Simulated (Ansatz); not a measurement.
**Single-point calculation, with input and output: MoS2 (part 2 of 2)**

Continued. System: MoS2 (3 atoms in the cell). Method: DFT PBE+U+J, scalar-relativistic, plane waves, PAW, U = 6 eV, J = 0.7 eV on Mo atom 1 d, spin-polarised (Ansatz 0.2.0); cutoff 420 eV, 6×6×6 k-mesh, Gaussian smearing of 0.05 eV, collinear spins. The structure was built on a prototype by a generator; it need not be a known phase. It belongs to a series of runs on one base structure; here: natural orbitals of the symmetric run, filled by rank.

Geometry of the input (Å; fractional positions):
```
0.0000  2.9960  2.9960
2.9960  0.0000  2.9960
2.9960  2.9960  0.0000
Mo 0.0000  0.0000  0.0000
S  0.2500  0.2500  0.2500
S  0.7500  0.7500  0.7500
```

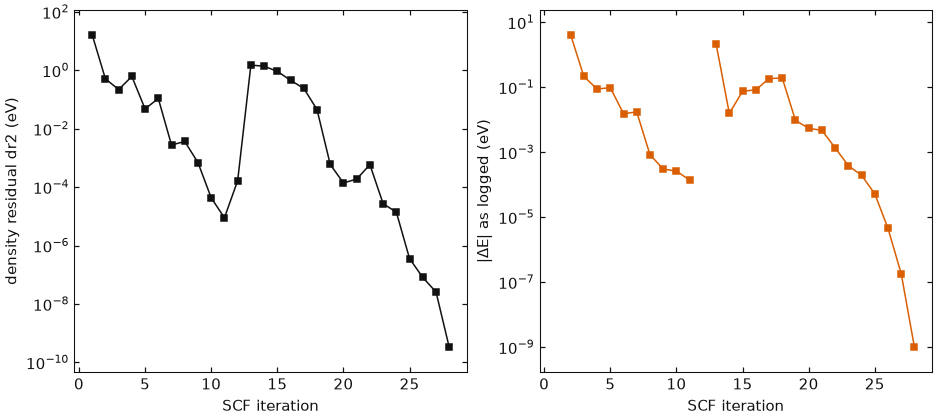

Figure 1. Convergence of the self-consistent field: density residual dr2 and size of the energy change against the SCF iteration. The residual falls unevenly and jumps up by a factor of two or more 5 times on the way down.

```
SCF converged after 28 iterations
an eigenvalue changed by more than its tolerance at an iteration that met the thresholds in force, so the SCF went on 1 time: the last check found none over its tolerance
Magnetization: 2.0194 μB (14.0097 up, 11.9903 down)
Absolute magnetization: 2.9730 μB (∫|ρ↑−ρ↓|, with the PAW one-centre terms)
Spin contamination: 0.1899 ħ² per cell (⟨S²⟩ above its minimum at these occupations)
Per-site moments (μB) at R_I (Å): [(1.8923376360944122, 1.0702601407674257), (-0.212478710308047, 1.070260140767426), (-0.21247871030804705, 1.0702601407674257)]
Free energy (F): -6756.519480 eV
Harris-Foulkes:  -6756.519480 eV  (|F-HF|=1.75e-10)
Internal energy: -6756.517683 eV  (E = F + TS)
E sigma→0 (E₀):  -6756.518581 eV
Entropy (-TS):   -0.001797 eV (-0.599 meV/atom)
Fermi energy:    11.820228 eV
--- Per-component energies (eV) ---
  E_band       = -149.269058
  E_kinetic    = 654.970587
  E_local      = -1441.621802  (includes V_loc(G=0)·N_el)
  E_nonlocal   = 201.219755
  E_hartree    = 499.462089
  E_xc         = -377.834898
  E_vxc        = -403.998530  (∫ρ·V_xc dr)
  E_hubbard    = 3.945341  (on-site DFT+U / exact-exchange correction)
  E_vhub       = -4.734271  (the Hubbard potential's part of the band-sum identity)
  E_paw        = -4402.163563  (= ΣΔE_a)
  E_vpaw       = -154.029617  (= ΣTr[D̂ρ^β])
  E_aug_tail   = 0.000046  (compensation charges beyond the density's cutoff)
  E_ewald      = -1894.495239
  E_smearing   = -0.001797  (= −TS)
  E_closure    = 0.000000  (closes the sum)
  Σ components = -6756.519480   (vs F -6756.519480, Δ=0.00e0)
--- DFT+U+J on-site energies (Liechtenstein; fll double counting; per corrected site; eV) ---
  site 0 (l=d): U=6.0000  J=0.7000  Tr N=4.7641  E_int=54.350083  E_dc=50.404742  E_U=3.945341
--- Specified on-site occupations, and those of the state reported ---
  electrons in the specified blocks: 2.1000 specified, 4.7641 found
  site 0 (l=d) ↑: largest change of an orbital's occupation 0.5378; electrons 2.0000 specified, 3.6294 found; spectral distance 0.9316
  site 0 (l=d) ↓: largest change of an orbital's occupation 0.3239; electrons 0.1000 specified, 1.1347 found; spectral distance 0.5627
--- Forces (eV/Å), atoms counted from 1 ---
  atom   1  Mo    -0.00000000     0.00000000     0.00000000
  atom   2  S     -0.00000000    -0.00000000    -0.00000000
  atom   3  S     -0.00000000     0.00000000    -0.00000000
  max |Σ_I F_I| component: 1.30e-16 eV/Å
--- Stress (GPa, compression-positive) ---
        4.187435       0.000000       0.000000
       -0.000000       4.187435       0.000000
        0.000000      -0.000000       4.187435
  P = ⅓ Tr σ = 4.1874 GPa (41.874 kbar)
--- Band table (eV; the first three rows and the last of 32) ---
  k-point 0 ↑: bands = ["-51.1065", "-25.2290", "-25.2290", "-25.2290", "-3.7100", "0.5395", "5.1873", "5.1873", "5.1873", "6.3311", "6.3311", "10.7042", "10.7042", "10.7042", "14.2873", "14.2873", "14.2873", "15.8850"]
  k-point 1 ↑: bands = ["-51.1063", "-25.2353", "-25.2299", "-25.2299", "-3.4512", "0.0250", "5.3384", "5.3384", "6.0168", "6.2480", "6.2480", "9.7091", "10.5109", "10.5109", "12.9121", "13.8498", "13.8498", "16.8556"]
  k-point 2 ↑: bands = ["-51.1059", "-25.2478", "-25.2318", "-25.2318", "-2.7759", "-0.8884", "5.3199", "5.3199", "6.7252", "6.7252", "7.5166", "8.0831", "9.5144", "9.5144", "11.8379", "13.7735", "13.7735", "17.7217"]
  k-point 15 ↓: bands = ["-49.6566", "-23.6406", "-23.6307", "-23.6259", "-1.9626", "-1.5482", "4.8408", "5.7787", "6.9994", "8.4808", "9.3208", "11.5883", "13.4581", "13.8975", "13.9095", "14.7439", "14.9940", "17.7107"]
Occupation matrices written to [file]
--- Löwdin populations: 3 sites ---
  site symbol       q [e]    m [muB]
     0     Mo     13.3029     2.5471
     1      S      6.2662    -0.2868
     2      S      6.2662    -0.2868
  spilling = 0.006333 (of n_electrons = 26.000000)
--- Occupation matrices: 1 shell (run DFT+U table (all-electron-ortho-atomic); ε = 4.46e-4) ---
  Mo0 d_4D: site group Oh (m-3m)
  Mo0 d_4D up     Tr n = 3.6294  λ = 0.558 0.558 0.558 0.978 0.978  [3× xz 0.33 (T2g 1.00) T2g(1.00) | 2× z2 0.50 (Eg 1.00) Eg(1.00)]
  Mo0 d_4D dn     Tr n = 1.1347  λ = 0.052 0.052 0.344 0.344 0.344  [2× z2 0.50 (Eg 1.00) Eg(1.00) | 3× xz 0.33 (T2g 1.00) T2g(1.00)]
  specified occupation → Mo0 d_4D up: matrix, ‖Δ‖_F = 0.9316, Tr Δ = -1.6294, displaced = 0.8147, d_λ = 0.9316; orbital distance = 0.0000
  specified occupation → Mo0 d_4D dn: matrix, ‖Δ‖_F = 0.5627, Tr Δ = -1.0347, displaced = 0.5174, d_λ = 0.5627; orbital distance = 0.0000
  Tr n, λ and their labels are of the run-group-symmetrised matrices; stabiliser: 48 of 96 elements of G0×{1,Θ} (closed), max defect 1.8e-15 at τ = 9.5e-5
```

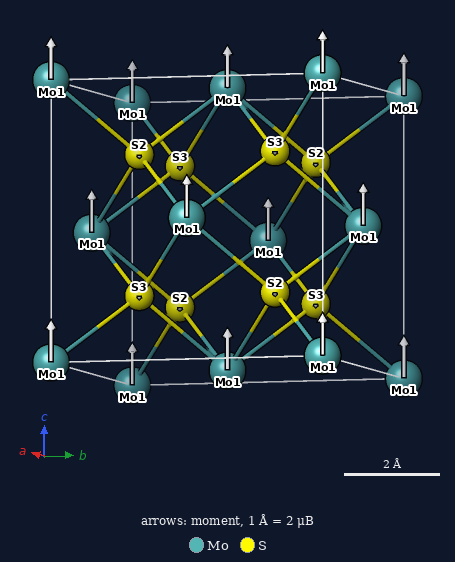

Figure 2. Magnetic moments of the sites as white arrows (ball-and-stick view of the cell 4 times as large as that of the calculation, set on its symmetry axes, seen at an oblique angle; atoms are numbered from 1 in the order of the input); small moments hardly show. The run is collinear, so the axis drawn is arbitrary. Site moments: Mo1 (1.89 μB); S2, S3 (−0.21 μB). They are counted near the atoms and needn't add up to the moment of the cell.

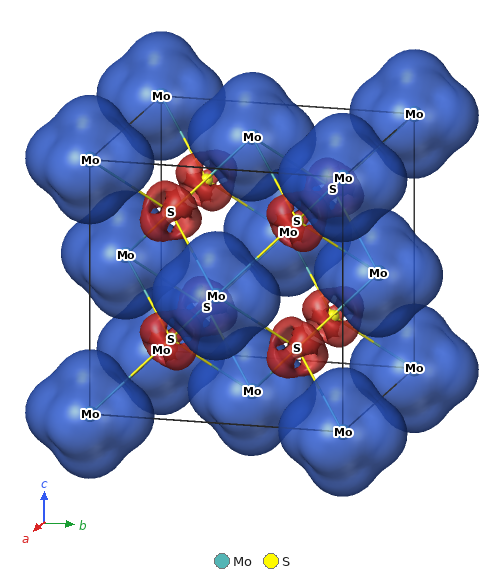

Figure 3. Isosurfaces of the spin density (up minus down) at +0.06 (blue) and −0.06 e/Å³ (red), seen slightly off an axis. Sticks mark near contacts. The outline is the cell set on symmetry axes. The cell of the calculation (3 atoms) carries 2.0 μB net. In a PAW calculation such maps are meaningful between the atoms, not at the nuclei.

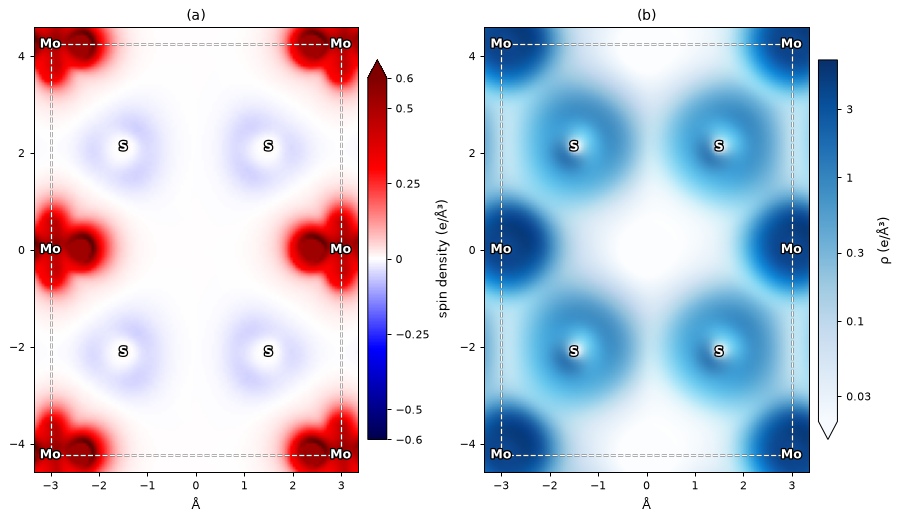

Figure 4. (a) spin density (up minus down); (b) valence charge density (pseudo) on the (101) plane of the conventional cell. The section cuts through Mo and S sites. Mo–S (2.59 Å): the density is about 0.43 e/Å³ at the midpoint. Away from the nuclei the density in this plane falls to 0.01 e/Å³ at its lowest. The cell of the calculation (3 atoms) carries 2.0 μB net.

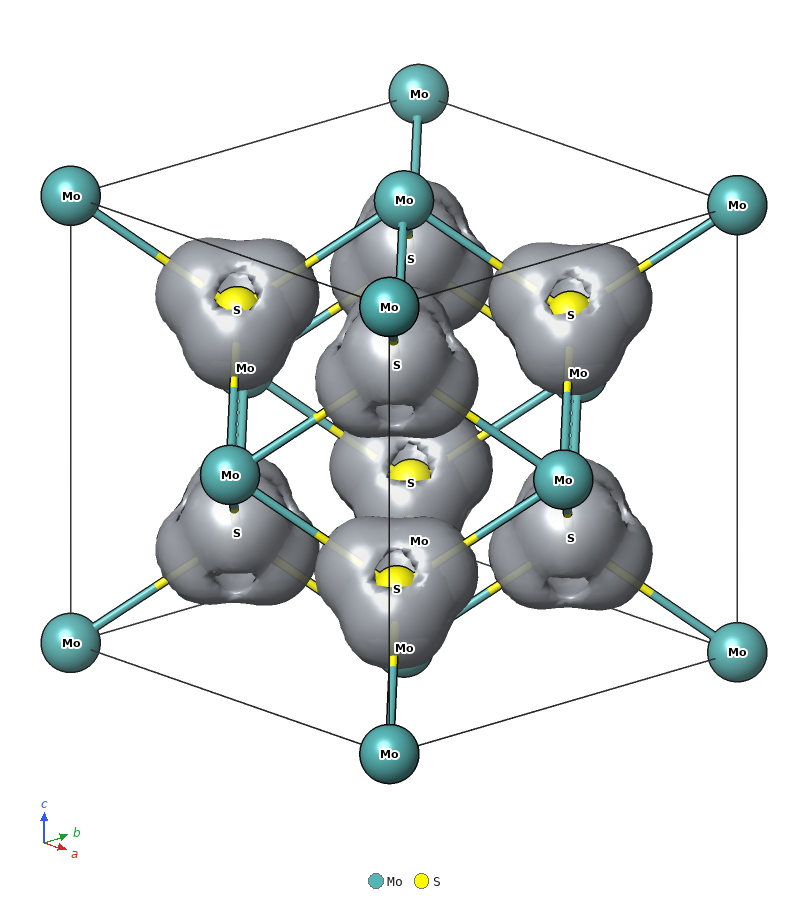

Figure 5. Isosurface of the ELF at 0.8 (grey), seen at an oblique angle. Only the valence region is drawn (cores and ρ < 0.01 e/Å³ removed). Sticks mark near contacts. The outline is the cell set on symmetry axes. Along the contacts the grid gives the following. Mo–S (2.59 Å): the ELF is about 0.45 at the midpoint.

Results in brief

| quantity | value |
| --- | --- |
| outcome | converged |
| space group (tolerance 0.01 Å) | Fm-3m (225) |
| electrons treated | 26 |
| free energy | −6756.5195 eV |
| Fermi energy | 11.820 eV |
| gap on the k-point mesh | none (metallic) |
| net moment of the cell | 2.02 μB |
| integrated absolute moment | 2.97 μB |
| pressure | 4.19 GPa |
| largest force (length of the vector) | under 0.001 eV/Å |
| hardware | 2 threads of Arm Neoverse V1, 24 GiB of memory available, shared host |
| wall time | 4.5 s (CPU time 8.4 s) |
| peak memory | 0.33 GiB |
